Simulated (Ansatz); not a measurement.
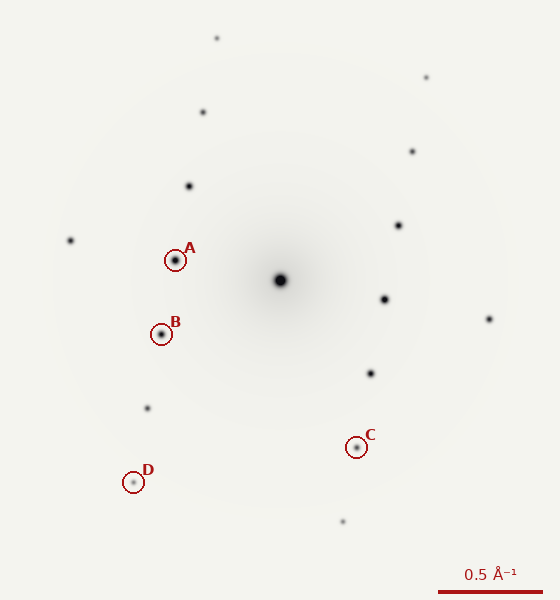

Simulated selected-area electron diffraction pattern (200 kV, kinematic approximation, thin crystal, B = 1 Å² for all atoms). The zone axis points towards the electron source and the pattern is seen from the source side.

The sample is C, space group Pm-3n (No. 223), a = 3.895 Å. Structure: the end point of a relaxation with DFT, revPBE, plane waves (420 eV) with PAW, scalar-relativistic in Ansatz; the starting structure was generated, so it need not be a known form of this composition.

Spot A is indexed 0 0 -2 and spot B -1 1 -2.

### What are the indices of the remaining marked spots?

C = −3A + 2B = -2 2 2 (d = 1.124 Å). D = −2A + 3B = -3 3 -2 (d = 0.830 Å).

### Find the zone axis.

The cross product of A and B is parallel to [110]; every spot obeys hu + kv + lw = 0.

### What are the spacings of A and B and the angle between them?

d(A) = 1.947 Å, d(B) = 1.590 Å, and the angle is 35.3°.
